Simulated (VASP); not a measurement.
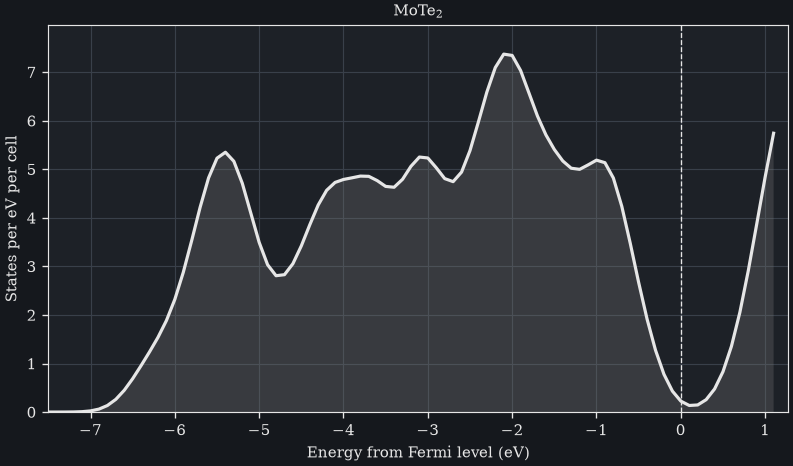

Density of states. Energies are counted from the Fermi level. The DOS curve is built from the levels of the k mesh with Gaussians 0.55 eV wide, which also blur the band edges; ripples of that width can come from the mesh.

The material is MoTe₂, space group P6_3/mmc (No. 194), 6 atoms in the cell; a = 3.496 Å, c = 13.695 Å (hexagonal axes).

Level of theory: r2SCAN, VASP PAW PBE potentials, release 64 (Te, Mo_sv), no spin polarisation, no spin-orbit coupling, 9×9×2 k mesh, 520 eV cutoff, Gaussian smearing of 0.03 eV; code VASP 6.6.1.

Metal or insulator, going by the density of states?

There is a gap; over the k points computed it is 0.69 eV (indirect; the smallest direct gap on the k mesh is 1.15 eV).

Where is the tallest peak of the filled states in the window?

Within the window shown, the tallest peak of the filled states lies 1.9 eV under the valence-band top, at about 7.4 states per eV and cell.

The PAW data sets were made with another functional. Spin-orbit coupling is left out, which matters for Te and Mo. LDA, GGA and most meta-GGA functionals understate gaps. The cell is at 3 GPa in this functional. The cell was derived from a database entry in an earlier step, so it needn't be the measured one.
